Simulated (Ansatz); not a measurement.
# Geometry relaxation of Pt (part 1 of 2)

Pt (slab, 8 atoms in the cell), computed with DFT r2SCAN, scalar-relativistic, plane waves, PAW, no spin polarisation (Ansatz 0.2.0).

The structure derives from an entry of the Crystallography Open Database. It belongs to a series of runs on one base structure; here: (1 1 0) slab, atoms relaxed.

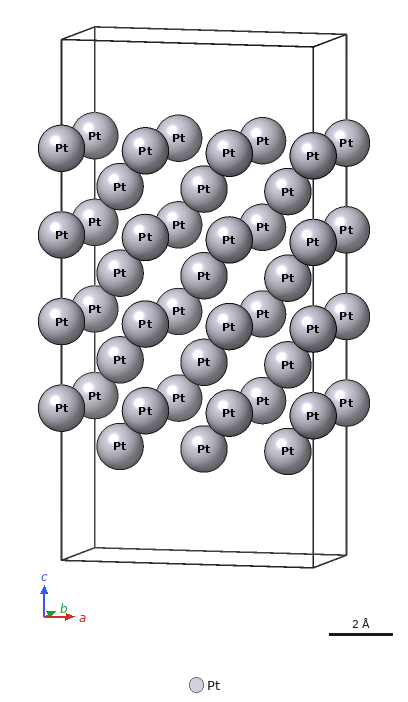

*The starting structure (spheres-only view of the 3 × 1 repeat of the cell, with the vacuum cut short, seen slightly off an axis). An atom can appear more than once, as a periodic image.*

Input:
```yaml
crystal:
  lattice:
    - [2.7861568206, 0.0, 0.0]
    - [0.0, 3.9402207625, 0.0]
    - [0.0, 0.0, 24.7515488719]
  atoms:
    - { symbol: Pt, position: [0.5, 0.5, 0.3030113404] }
    - { symbol: Pt, position: [0.0, 0.0, 0.3592938146] }
    - { symbol: Pt, position: [0.5, 0.5, 0.4155762887] }
    - { symbol: Pt, position: [0.0, 0.0, 0.4718587629] }
    - { symbol: Pt, position: [0.5, 0.5, 0.5281412371] }
    - { symbol: Pt, position: [0.0, 0.0, 0.5844237113] }
    - { symbol: Pt, position: [0.5, 0.5, 0.6407061854] }
    - { symbol: Pt, position: [0.0, 0.0, 0.6969886596] }
basis:
  ecutwfc: 500
kpoints:
  mp_grid: { grid: [12, 9, 1] }
hamiltonian:
  xc: r2scan
scf:
  occupations: { method: gaussian, width: 0.1 }
output:
  forces: true
  eigenvalues: true
  write_density: true
  write_potential: true
  elf: true
  volumetric_format: npy
relax:
  adjacent_minimum: "off"
  f_tol: 0.02
  max_steps: 60
efield:
  axis: 3
  dipole_correction: true
  ramp_width: 0.04
```

Hardware: 2 threads of Arm Neoverse V1, 24 GiB of memory available, shared host.

Run as:
```bash
ansatz run input.yaml --threads 2 --pin off --max-ram 5120MiB --backend cpu --events-out ev --progress --plain --runs-dir out
```

What the program printed:
```
Engine: ansatz 0.2.0, aarch64-unknown-linux-gnu
Pseudopotentials: kind: paw
Pseudopotential: Pt, paw, valence charge 18, recommended cutoff 500 eV (meta_gga), Pt.paw.azcp
Functional definition: r2SCAN
  parameter k0 = 0.174
  parameter k1 = 0.065
  parameter a1 = 4.9479
  exchange = r2scan_x(k0 = k0, k1 = k1, a1 = a1)
  correlation = r2scan_c
Crystal: 8 atoms, lattice volume = 271.724 Å³
Basis set: ecut = 500 eV, 6887 PW (Γ), exchange–correlation on 96×120×768 points (64 copies of the dense FFT grid, shifted against one another)
Bands: 87, of which v1, the nominal top of the filled ones, is band 72 counted from 1 (71 counted from 0)
Symmetry: 4 space group operations
k-points: 35 of 108
Non-local potential: Pt, projectors of the file, l = 0: 3, l = 1: 2, l = 2: 2, l = 3: 1
PAW form: soft (Blöchl's): semilocal exchange-correlation on the pseudo side does not see the compensation charge
PAW frozen core: Pt, regenerated for the run's functional (the file was generated under x = pbe(κ = 0.804, μ = 0.2195149727645171), c = pbe(β = 0.06672455060314922))
PAW one-centre angular grid: Pt, 590 points (default); XC on 160 Gauss nodes
Initial density: superposition of atomic densities (neutral atoms: chi_scale 0, normalization atom), corrected by the library's trained network
Initial wavefunctions: pseudopotential atomic-orbital guess
Functional: x = r2scan, c = r2scan; τ floored in thin density (d = 2e-4 eV/Å³)
SCF iter   1: F=—  HF=-100291.324183 eV  |F-HF|=—  |Δ(HF+E_count)|=         —  Δρ=1.88e-2  dr2=7.57e0  dr2_τ=1.69e-1  ethr=1.77e-3  p=0.000 e·Å  D=1.24e-13 V/Å  ΔV_dip=-0.00 eV  dr2_dipole=2.48e-8  V_vac-E_F(+/−)=5.32/5.32 eV  ⟨swp⟩=7.5  Hψ=12800  notcnv=0  defer=66
efield: sawtooth ramp at fractional position 0.9800 (placed from the atoms, in the widest stretch of the axis that holds none; the zero of the levels goes with the place), width 0.0400; the density the first Hamiltonian is built on has a dipole p = 0.000 e·Å; the dipole correction subtracts the counter field D = 1.24e-13 V/Å, which shifts the + side's vacuum level by -0.00 eV against the − side's; the planar-averaged density in the ramp window peaks in size at 3.7e-6 e/Å³
preconditioner: auto → LDOS  [metal: Δε(μ)=0.006 eV  Ē_g=7.750 eV  σ=0.100 eV  W_gap=0.04  n_scr=62 (ndim 8)  ℏωp=20.1 eV  f_vac=0.494  D(μ)=16.10/eV (n_scr^D=170)  β→1.0]
SCF iter   2: F=—  HF=-100291.270907 eV  |F-HF|=—  |Δ(HF+E_count)|=   5.33e-2  Δρ=9.97e-3  dr2=4.14e-1  dr2_τ=7.01e-2  ethr=1.77e-3  p=-0.000 e·Å  D=-2.87e-5 V/Å  ΔV_dip=0.00 eV  dr2_dipole=2.08e-6  V_vac-E_F(+/−)=5.34/5.34 eV  ⟨swp⟩=3.1  Hψ=5178  notcnv=0  defer=215
SCF iter   3: F=—  HF=-100291.249800 eV  |F-HF|=—  |Δ(HF+E_count)|=   2.11e-2  Δρ=4.24e-3  dr2=2.26e-1  dr2_τ=1.55e-2  ethr=2.88e-4  p=-0.000 e·Å  D=-1.79e-5 V/Å  ΔV_dip=0.00 eV  dr2_dipole=4.24e-6  V_vac-E_F(+/−)=5.35/5.35 eV  ⟨swp⟩=2.7  Hψ=5864  notcnv=0  defer=215
SCF iter   4: F=—  HF=-100291.233190 eV  |F-HF|=—  |Δ(HF+E_count)|=   1.66e-2  Δρ=1.14e-3  dr2=4.91e-3  dr2_τ=2.44e-4  ethr=1.57e-4  p=-0.000 e·Å  D=-1.09e-5 V/Å  ΔV_dip=0.00 eV  dr2_dipole=1.07e-7  V_vac-E_F(+/−)=5.37/5.37 eV  ⟨swp⟩=2.5  Hψ=4563  notcnv=0  defer=213
SCF iter   5: F=—  HF=-100291.233570 eV  |F-HF|=—  |Δ(HF+E_count)|=   3.81e-4  Δρ=5.94e-4  dr2=2.54e-3  dr2_τ=5.01e-5  ethr=3.41e-6  p=-0.000 e·Å  D=-8.61e-6 V/Å  ΔV_dip=0.00 eV  dr2_dipole=4.16e-9  V_vac-E_F(+/−)=5.36/5.36 eV  ⟨swp⟩=2.6  Hψ=4790  notcnv=0  defer=213
SCF iter   6: F=—  HF=-100291.233501 eV  |F-HF|=—  |Δ(HF+E_count)|=   6.89e-5  Δρ=3.56e-4  dr2=7.89e-4  dr2_τ=6.28e-6  ethr=1.76e-6  p=-0.000 e·Å  D=-3.38e-6 V/Å  ΔV_dip=0.00 eV  dr2_dipole=5.43e-9  V_vac-E_F(+/−)=5.37/5.37 eV  ⟨swp⟩=1.6  Hψ=3101  notcnv=0  defer=213
SCF iter   7: F=—  HF=-100291.233464 eV  |F-HF|=—  |Δ(HF+E_count)|=   3.76e-5  Δρ=1.45e-4  dr2=1.34e-4  dr2_τ=3.94e-6  ethr=5.48e-7  p=0.000 e·Å  D=3.14e-7 V/Å  ΔV_dip=-0.00 eV  dr2_dipole=4.69e-11  V_vac-E_F(+/−)=5.37/5.37 eV  ⟨swp⟩=1.2  Hψ=2974  notcnv=0  defer=213
SCF iter   8: F=-100291.233470 eV  HF=-100291.233473 eV  |F-HF|=3.06e-6  |Δ(HF+E_count)|=   9.42e-6  Δρ=3.42e-5  dr2=4.38e-6  dr2_τ=8.09e-7  ethr=6.94e-9  p=0.000 e·Å  D=1.95e-6 V/Å  ΔV_dip=-0.00 eV  dr2_dipole=2.99e-9  V_vac-E_F(+/−)=5.37/5.37 eV  ⟨swp⟩=21.2  Hψ=32163  notcnv=0
SCF 1 converged in 8 iterations: F = -100291.233470 eV  dr2 = 4.38e-6
  greatest PAW one-centre occupation: 1.000 electrons in one spin orbital (limit 2), on the Pt atom at site 2 (counted from 0), in its partial waves of l = 0
relax step   1: F+E_penalty+E_count = -100291.23347024 eV  Δ(F+E_penalty+E_count) = +0.000e0 eV  max|allowed force component| = 9.749e-1 eV/Å  Δτ_max = 0.0000 Å  (8 SCF iters, dr2 threshold 1.00e-5 eV, accepted)
Initial density: handed on by an earlier stage of this run
Initial wavefunctions: those handed on with the density
SCF iter   1: F=—  HF=-100288.972783 eV  |F-HF|=—  |Δ(HF+E_count)|=         —  Δρ=3.20e-2  dr2=1.62e1  dr2_τ=1.90e1  ethr=3.10e-3  p=0.000 e·Å  D=1.95e-6 V/Å  ΔV_dip=-0.00 eV  dr2_dipole=1.88e-9  V_vac-E_F(+/−)=5.12/5.12 eV  ⟨swp⟩=5.2  Hψ=8151  notcnv=0  defer=144
efield: sawtooth ramp at fractional position 0.9800 (handed on by an earlier solve), width 0.0400; the density the first Hamiltonian is built on has a dipole p = 0.000 e·Å; the dipole correction subtracts the counter field D = 1.95e-6 V/Å, which shifts the + side's vacuum level by -0.00 eV against the − side's; the planar-averaged density in the ramp window peaks in size at 7.0e-7 e/Å³
preconditioner: auto → LDOS  [metal: Δε(μ)=0.015 eV  Ē_g=7.968 eV  σ=0.100 eV  W_gap=0.08  n_scr=62 (ndim 8)  ℏωp=20.1 eV  f_vac=0.507  D(μ)=11.50/eV (n_scr^D=84)  β→1.0]
SCF iter   2: F=—  HF=-100291.475461 eV  |F-HF|=—  |Δ(HF+E_count)|=    2.50e0  Δρ=1.31e-2  dr2=1.97e0  dr2_τ=2.91e-1  ethr=3.10e-3  p=0.000 e·Å  D=5.10e-5 V/Å  ΔV_dip=-0.00 eV  dr2_dipole=3.47e-8  V_vac-E_F(+/−)=4.76/4.76 eV  ⟨swp⟩=2.2  Hψ=4335  notcnv=0  defer=209
SCF iter   3: F=—  HF=-100291.396070 eV  |F-HF|=—  |Δ(HF+E_count)|=   7.94e-2  Δρ=4.62e-3  dr2=2.31e-1  dr2_τ=1.53e-2  ethr=1.37e-3  p=0.000 e·Å  D=2.03e-5 V/Å  ΔV_dip=-0.00 eV  dr2_dipole=7.48e-6  V_vac-E_F(+/−)=5.10/5.10 eV  ⟨swp⟩=2.0  Hψ=3644  notcnv=0  defer=209
SCF iter   4: F=—  HF=-100291.396562 eV  |F-HF|=—  |Δ(HF+E_count)|=   4.92e-4  Δρ=2.26e-3  dr2=4.61e-2  dr2_τ=8.44e-4  ethr=1.61e-4  p=0.000 e·Å  D=3.98e-5 V/Å  ΔV_dip=-0.00 eV  dr2_dipole=1.34e-8  V_vac-E_F(+/−)=5.07/5.07 eV  ⟨swp⟩=2.0  Hψ=3737  notcnv=0  defer=199
SCF iter   5: F=—  HF=-100291.395682 eV  |F-HF|=—  |Δ(HF+E_count)|=   8.80e-4  Δρ=9.16e-4  dr2=5.67e-3  dr2_τ=1.41e-4  ethr=3.20e-5  p=-0.000 e·Å  D=-6.72e-6 V/Å  ΔV_dip=0.00 eV  dr2_dipole=2.30e-7  V_vac-E_F(+/−)=5.13/5.13 eV  ⟨swp⟩=2.0  Hψ=3553  notcnv=0  defer=199
SCF iter   6: F=—  HF=-100291.395541 eV  |F-HF|=—  |Δ(HF+E_count)|=   1.41e-4  Δρ=4.74e-4  dr2=3.11e-3  dr2_τ=5.55e-5  ethr=3.94e-6  p=0.000 e·Å  D=2.67e-6 V/Å  ΔV_dip=-0.00 eV  dr2_dipole=1.10e-7  V_vac-E_F(+/−)=5.13/5.13 eV  ⟨swp⟩=2.2  Hψ=4136  notcnv=0  defer=199
SCF iter   7: F=—  HF=-100291.395476 eV  |F-HF|=—  |Δ(HF+E_count)|=   6.58e-5  Δρ=1.45e-4  dr2=2.89e-4  dr2_τ=3.84e-6  ethr=2.16e-6  p=0.000 e·Å  D=4.67e-7 V/Å  ΔV_dip=-0.00 eV  dr2_dipole=1.78e-9  V_vac-E_F(+/−)=5.13/5.13 eV  ⟨swp⟩=1.3  Hψ=2860  notcnv=0  defer=199
SCF iter   8: F=-100291.395452 eV  HF=-100291.395471 eV  |F-HF|=1.89e-5  |Δ(HF+E_count)|=   4.76e-6  Δρ=5.21e-5  dr2=2.27e-5  dr2_τ=6.10e-7  ethr=4.12e-8  p=0.000 e·Å  D=8.17e-7 V/Å  ΔV_dip=-0.00 eV  dr2_dipole=1.01e-8  V_vac-E_F(+/−)=5.13/5.13 eV  ⟨swp⟩=21.6  Hψ=32901  notcnv=0
SCF 2 converged in 8 iterations: F = -100291.395452 eV  dr2 = 2.27e-5
  greatest PAW one-centre occupation: 1.000 electrons in one spin orbital (limit 2), on the Pt atom at site 1 (counted from 0), in its partial waves of l = 0
relax step   2: F+E_penalty+E_count = -100291.39545188 eV  Δ(F+E_penalty+E_count) = -1.620e-1 eV  max|allowed force component| = 7.189e-1 eV/Å  Δτ_max = 0.1966 Å  (8 SCF iters, dr2 threshold 5.94e-5 eV, accepted)
iter 1 solved again at ethr=7.76e-4 eV; its pass at ethr=3.10e-3 eV (dr2=1.12e0 eV) is discarded
SCF iter   1: F=—  HF=-100290.888006 eV  |F-HF|=—  |Δ(HF+E_count)|=         —  Δρ=8.71e-3  dr2=1.14e0  dr2_τ=1.48e0  ethr=7.76e-4  p=0.000 e·Å  D=8.17e-7 V/Å  ΔV_dip=-0.00 eV  dr2_dipole=6.27e-9  V_vac-E_F(+/−)=5.17/5.17 eV  ⟨swp⟩=1.1  Hψ=9272  notcnv=0  defer=205
efield: sawtooth ramp at fractional position 0.9800 (handed on by an earlier solve), width 0.0400; the density the first Hamiltonian is built on has a dipole p = 0.000 e·Å; the dipole correction subtracts the counter field D = 8.17e-7 V/Å, which shifts the + side's vacuum level by -0.00 eV against the − side's; the planar-averaged density in the ramp window peaks in size at 4.5e-6 e/Å³
preconditioner: auto → LDOS  [metal: Δε(μ)=0.014 eV  Ē_g=7.910 eV  σ=0.100 eV  W_gap=0.08  n_scr=62 (ndim 8)  ℏωp=20.1 eV  f_vac=0.504  D(μ)=15.21/eV (n_scr^D=152)  β→1.0]
SCF iter   2: F=—  HF=-100291.465607 eV  |F-HF|=—  |Δ(HF+E_count)|=   5.78e-1  Δρ=3.93e-3  dr2=1.24e-1  dr2_τ=9.79e-3  ethr=7.76e-4  p=0.000 e·Å  D=2.85e-5 V/Å  ΔV_dip=-0.00 eV  dr2_dipole=2.72e-8  V_vac-E_F(+/−)=5.31/5.31 eV  ⟨swp⟩=2.3  Hψ=4227  notcnv=0  defer=205
SCF iter   3: F=—  HF=-100291.451854 eV  |F-HF|=—  |Δ(HF+E_count)|=   1.38e-2  Δρ=1.50e-3  dr2=1.04e-2  dr2_τ=2.10e-3  ethr=8.59e-5  p=-0.000 e·Å  D=-1.06e-5 V/Å  ΔV_dip=0.00 eV  dr2_dipole=1.70e-8  V_vac-E_F(+/−)=5.26/5.26 eV  ⟨swp⟩=2.0  Hψ=4417  notcnv=0  defer=205
SCF iter   4: F=—  HF=-100291.452162 eV  |F-HF|=—  |Δ(HF+E_count)|=   3.08e-4  Δρ=6.30e-4  dr2=1.68e-3  dr2_τ=8.14e-5  ethr=7.19e-6  p=-0.000 e·Å  D=-1.67e-7 V/Å  ΔV_dip=0.00 eV  dr2_dipole=3.81e-8  V_vac-E_F(+/−)=5.27/5.27 eV  ⟨swp⟩=3.1  Hψ=5335  notcnv=0  defer=208
SCF iter   5: F=—  HF=-100291.452133 eV  |F-HF|=—  |Δ(HF+E_count)|=   2.95e-5  Δρ=3.15e-4  dr2=5.49e-4  dr2_τ=9.93e-6  ethr=1.16e-6  p=0.000 e·Å  D=6.63e-7 V/Å  ΔV_dip=-0.00 eV  dr2_dipole=1.41e-8  V_vac-E_F(+/−)=5.26/5.26 eV  ⟨swp⟩=2.0  Hψ=4268  notcnv=0  defer=208
SCF iter   6: F=—  HF=-100291.452138 eV  |F-HF|=—  |Δ(HF+E_count)|=   5.81e-6  Δρ=1.69e-4  dr2=1.69e-4  dr2_τ=3.92e-6  ethr=3.81e-7  p=-0.000 e·Å  D=-2.54e-6 V/Å  ΔV_dip=0.00 eV  dr2_dipole=2.59e-8  V_vac-E_F(+/−)=5.26/5.26 eV  ⟨swp⟩=2.3  Hψ=4385  notcnv=0  defer=212
SCF iter   7: F=-100291.452120 eV  HF=-100291.452129 eV  |F-HF|=9.76e-6  |Δ(HF+E_count)|=   8.98e-6  Δρ=4.76e-5  dr2=1.34e-5  dr2_τ=6.24e-7  ethr=2.24e-8  p=-0.000 e·Å  D=-7.67e-7 V/Å  ΔV_dip=0.00 eV  dr2_dipole=2.54e-10  V_vac-E_F(+/−)=5.25/5.25 eV  ⟨swp⟩=20.4  Hψ=31786  notcnv=0
SCF 3 converged in 7 iterations: F = -100291.452120 eV  dr2 = 1.34e-5
relax step   3: F+E_penalty+E_count = -100291.45211967 eV  Δ(F+E_penalty+E_count) = -5.667e-2 eV  max|allowed force component| = 1.511e-1 eV/Å  Δτ_max = 0.0461 Å  (7 SCF iters, dr2 threshold 3.23e-5 eV, accepted)
SCF iter   1: F=—  HF=-100291.406171 eV  |F-HF|=—  |Δ(HF+E_count)|=         —  Δρ=1.71e-3  dr2=1.67e-2  dr2_τ=1.21e-1  ethr=6.61e-4  p=-0.000 e·Å  D=-7.67e-7 V/Å  ΔV_dip=0.00 eV  dr2_dipole=5.31e-9  V_vac-E_F(+/−)=5.26/5.26 eV  ⟨swp⟩=2.2  Hψ=4080  notcnv=0  defer=212
efield: sawtooth ramp at fractional position 0.9800 (handed on by an earlier solve), width 0.0400; the density the first Hamiltonian is built on has a dipole p = -0.000 e·Å; the dipole correction subtracts the counter field D = -7.67e-7 V/Å, which shifts the + side's vacuum level by +0.00 eV against the − side's; the planar-averaged density in the ramp window peaks in size at 4.4e-6 e/Å³
preconditioner: auto → LDOS  [metal: Δε(μ)=0.015 eV  Ē_g=7.911 eV  σ=0.100 eV  W_gap=0.09  n_scr=62 (ndim 8)  ℏωp=20.1 eV  f_vac=0.504  D(μ)=15.03/eV (n_scr^D=152)  β→1.0]
SCF iter   2: F=—  HF=-100291.455612 eV  |F-HF|=—  |Δ(HF+E_count)|=   4.94e-2  Δρ=1.14e-3  dr2=5.40e-3  dr2_τ=2.37e-4  ethr=1.16e-5  p=0.000 e·Å  D=6.42e-6 V/Å  ΔV_dip=-0.00 eV  dr2_dipole=5.08e-8  V_vac-E_F(+/−)=5.29/5.29 eV  ⟨swp⟩=2.3  Hψ=5279  notcnv=0  defer=212
SCF iter   3: F=—  HF=-100291.454556 eV  |F-HF|=—  |Δ(HF+E_count)|=   1.06e-3  Δρ=4.39e-4  dr2=4.45e-4  dr2_τ=7.21e-5  ethr=3.75e-6  p=-0.000 e·Å  D=-3.03e-6 V/Å  ΔV_dip=0.00 eV  dr2_dipole=5.26e-9  V_vac-E_F(+/−)=5.27/5.27 eV  ⟨swp⟩=2.0  Hψ=4303  notcnv=0  defer=212
SCF iter   4: F=—  HF=-100291.454933 eV  |F-HF|=—  |Δ(HF+E_count)|=   3.77e-4  Δρ=1.42e-4  dr2=1.83e-4  dr2_τ=8.17e-6  ethr=3.09e-7  p=-0.000 e·Å  D=-2.23e-7 V/Å  ΔV_dip=0.00 eV  dr2_dipole=8.97e-9  V_vac-E_F(+/−)=5.27/5.27 eV  ⟨swp⟩=2.1  Hψ=4446  notcnv=0  defer=212
SCF iter   5: F=—  HF=-100291.454918 eV  |F-HF|=—  |Δ(HF+E_count)|=   1.49e-5  Δρ=8.10e-5  dr2=2.89e-5  dr2_τ=1.53e-6  ethr=1.27e-7  p=-0.000 e·Å  D=-3.38e-7 V/Å  ΔV_dip=0.00 eV  dr2_dipole=1.94e-10  V_vac-E_F(+/−)=5.26/5.26 eV  ⟨swp⟩=2.0  Hψ=4229  notcnv=0  defer=212
SCF iter   6: F=—  HF=-100291.454916 eV  |F-HF|=—  |Δ(HF+E_count)|=   1.91e-6  Δρ=4.68e-5  dr2=1.10e-5  dr2_τ=2.09e-7  ethr=2.01e-8  p=-0.000 e·Å  D=-9.61e-7 V/Å  ΔV_dip=0.00 eV  dr2_dipole=3.31e-11  V_vac-E_F(+/−)=5.26/5.26 eV  ⟨swp⟩=2.0  Hψ=4111  notcnv=0  defer=212
SCF iter   7: F=—  HF=-100291.454916 eV  |F-HF|=—  |Δ(HF+E_count)|=   1.07e-7  Δρ=1.70e-5  dr2=1.43e-6  dr2_τ=7.24e-8  ethr=7.63e-9  p=0.000 e·Å  D=2.21e-8 V/Å  ΔV_dip=-0.00 eV  dr2_dipole=1.92e-11  V_vac-E_F(+/−)=5.26/5.26 eV  ⟨swp⟩=2.0  Hψ=4098  notcnv=0  defer=212
SCF iter   8: F=-100291.454916 eV  HF=-100291.454916 eV  |F-HF|=4.04e-8  |Δ(HF+E_count)|=   1.68e-7  Δρ=7.67e-6  dr2=1.48e-7  dr2_τ=1.01e-8  ethr=9.91e-10  p=-0.000 e·Å  D=-1.11e-7 V/Å  ΔV_dip=0.00 eV  dr2_dipole=7.26e-14  V_vac-E_F(+/−)=5.26/5.26 eV  ⟨swp⟩=19.5  Hψ=27850  notcnv=0
SCF 4 converged in 8 iterations: F = -100291.454916 eV  dr2 = 1.48e-7
  greatest PAW one-centre occupation: 1.000 electrons in one spin orbital (limit 2), on the Pt atom at site 6 (counted from 0), in its partial waves of l = 0
relax step   4: F+E_penalty+E_count = -100291.45491583 eV  Δ(F+E_penalty+E_count) = -2.796e-3 eV  max|allowed force component| = 6.200e-3 eV/Å  Δτ_max = 0.0109 Å  (8 SCF iters, dr2 threshold 1.43e-6 eV, accepted)
iter 1 solved again at ethr=1.03e-10 eV; its pass at ethr=3.10e-3 eV (dr2=1.49e-7 eV) is discarded
SCF iter   1: F=—  HF=-100291.454916 eV  |F-HF|=—  |Δ(HF+E_count)|=         —  Δρ=7.67e-6  dr2=1.48e-7  dr2_τ=1.01e-8  ethr=1.03e-10  p=-0.000 e·Å  D=-1.11e-7 V/Å  ΔV_dip=0.00 eV  dr2_dipole=6.20e-15  V_vac-E_F(+/−)=5.26/5.26 eV  ⟨swp⟩=1.0  Hψ=7350  notcnv=0
efield: sawtooth ramp at fractional position 0.9800 (handed on by an earlier solve), width 0.0400; the density the first Hamiltonian is built on has a dipole p = -0.000 e·Å; the dipole correction subtracts the counter field D = -1.11e-7 V/Å, which shifts the + side's vacuum level by +0.00 eV against the − side's; the planar-averaged density in the ramp window peaks in size at 4.3e-6 e/Å³
preconditioner: auto → LDOS  [metal: Δε(μ)=0.009 eV  Ē_g=7.901 eV  σ=0.100 eV  W_gap=0.05  n_scr=62 (ndim 8)  ℏωp=20.1 eV  f_vac=0.504  D(μ)=15.02/eV (n_scr^D=152)  β→1.0]
SCF iter   2: F=-100291.454916 eV  HF=-100291.454916 eV  |F-HF|=7.78e-8  |Δ(HF+E_count)|=   6.75e-8  Δρ=3.60e-6  dr2=9.61e-8  dr2_τ=3.65e-9  ethr=6.94e-11  p=0.000 e·Å  D=7.81e-8 V/Å  ΔV_dip=-0.00 eV  dr2_dipole=1.14e-12  V_vac-E_F(+/−)=5.26/5.26 eV  ⟨swp⟩=11.8  Hψ=23736  notcnv=0
SCF 5 converged in 2 iterations: F = -100291.454916 eV  dr2 = 9.61e-8
relax step   5: F+E_penalty+E_count = -100291.45491587 eV  Δ(F+E_penalty+E_count) = -3.022e-8 eV  max|allowed force component| = 6.115e-3 eV/Å  Δτ_max = 0.0000 Å  (2 SCF iters, accepted)
iter 1 solved again at ethr=6.72e-11 eV; its pass at ethr=3.10e-3 eV (dr2=9.67e-8 eV) is discarded
SCF iter   1: F=—  HF=-100291.454916 eV  |F-HF|=—  |Δ(HF+E_count)|=         —  Δρ=3.60e-6  dr2=9.61e-8  dr2_τ=3.65e-9  ethr=6.72e-11  p=0.000 e·Å  D=7.81e-8 V/Å  ΔV_dip=-0.00 eV  dr2_dipole=1.14e-12  V_vac-E_F(+/−)=5.26/5.26 eV  ⟨swp⟩=1.0  Hψ=9457  notcnv=0
efield: sawtooth ramp at fractional position 0.9800 (kept from the solve that this one continues, or follows in the run), width 0.0400; the density the first Hamiltonian is built on has a dipole p = 0.000 e·Å; the dipole correction subtracts the counter field D = 7.81e-8 V/Å, which shifts the + side's vacuum level by -0.00 eV against the − side's; the planar-averaged density in the ramp window peaks in size at 4.4e-6 e/Å³
SCF iter   2: F=-100291.454916 eV  HF=-100291.454916 eV  |F-HF|=4.81e-8  |Δ(HF+E_count)|=   9.82e-9  Δρ=3.42e-6  dr2=5.97e-8  dr2_τ=3.67e-9  ethr=6.67e-11  p=0.000 e·Å  D=1.21e-7 V/Å  ΔV_dip=-0.00 eV  dr2_dipole=4.11e-12  V_vac-E_F(+/−)=5.26/5.26 eV  ⟨swp⟩=13.7  Hψ=25443  notcnv=0
SCF 6 converged in 2 iterations: F = -100291.454916 eV  dr2 = 5.97e-8
```

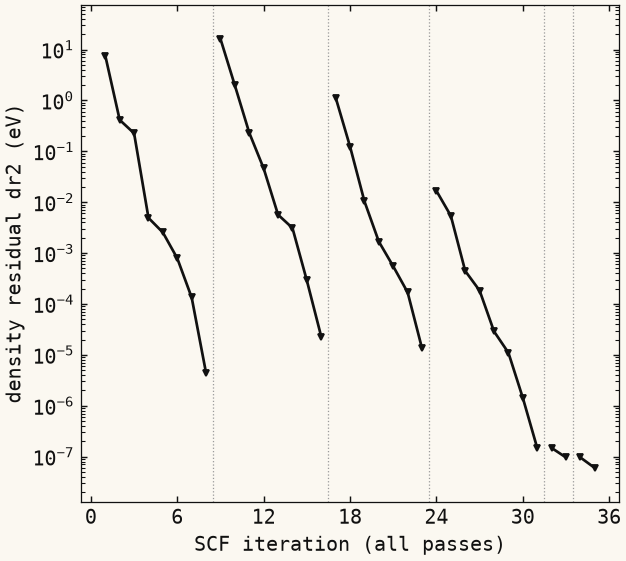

*Convergence of the self-consistent field: density residual dr2 against the SCF iteration. Dotted lines part the SCF passes that the log prints in full.*
